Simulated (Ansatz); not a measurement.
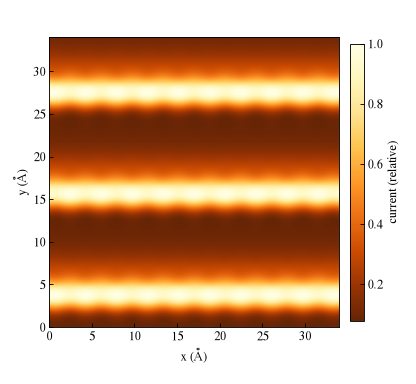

Simulated STM image (constant-height image 3.5 Å above the topmost atom, sample bias −0.25 V).

The STM signal is simulated in the Tersoff–Hamann approximation. Bias windows are sharp sums over the levels of the k mesh.

Read the surface lattice from the image: type, spacings and angle.

The pattern repeats on a centred rectangular lattice with shortest vectors of 3.7 Å and 12.1 Å at 81° (or 99°), a cell of 43.5 Å², with 1 maximum above 60 % of the range in each cell.

The surface:

Y(201) (P6_3/mmc bulk, 8 atomic planes (those closer than 0.6 Å count as one), 11 Å). The brightest spots lie over points 1.3 Å to the side of the top Y atoms; the darkest points are over points 1.8 Å to the side of the top Y atoms and the Y atoms 1.6 Å below the top plane with 9 neighbours.

Computed with Ansatz, DFT PBEsol, scalar-relativistic, plane waves, PAW. Cutoff 420 eV, 16 × 5 k-points, Gaussian smearing 0.1 eV, dipole correction. The slab is a cut without reconstruction beyond its cell, at the source's lattice constants, with its lower half held fixed and the rest relaxed. Of the two ways to cut these planes this one leaves the narrow spacing on top (0.25 Å as cut, then 1.27 Å). No spin polarisation. The run warns that the functional's potential is rough in the thin density of the vacuum, where the tip is; weak contrasts and barriers may feel it.
